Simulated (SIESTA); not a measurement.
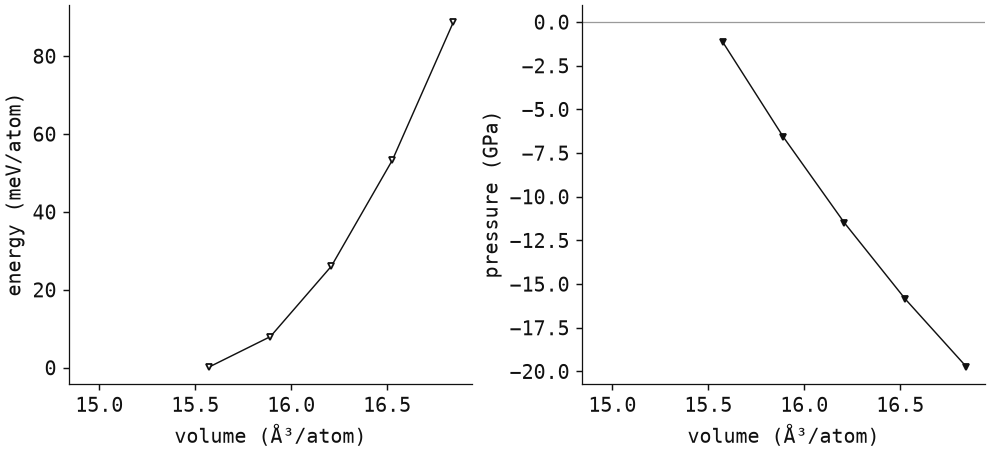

The picture above shows the energy and pressure against volume for Mo, space group Im-3m (No. 229).

Cell as given: a = 2.743 Å, b = 2.743 Å, c = 2.743 Å, α = 109.47°, β = 109.47°, γ = 109.47°; 1 atom.

Calculation (SIESTA 5.4.2): DFT in numerical atomic orbitals with pseudopotentials, no spin polarisation; energies at scaled volumes of the given cell, shape and fractions fixed, counted from the fit's minimum, third-order Birch-Murnaghan fit. Level: PBEsol.

| setting | value |
| --- | --- |
| k mesh | 12×12×12 |
| occupations | Fermi–Dirac |
| smearing width | 0.05 eV |
| potentials | PseudoDojo 0.4 standard, converted to PSML, two zetas on semicore shells |
| program settings | basis DZP, mesh cutoff 800 Ry |

The points at volume 14.94 Å³/atom and 15.26 Å³/atom are left out of the plot. What values does the calculation give there?

```
volume (Å³/atom)  energy (meV/atom)  pressure (GPa)
           14.94              20.05           11.59
           15.26               3.87            4.91
```

Note: mulliken charges of long orbitals.
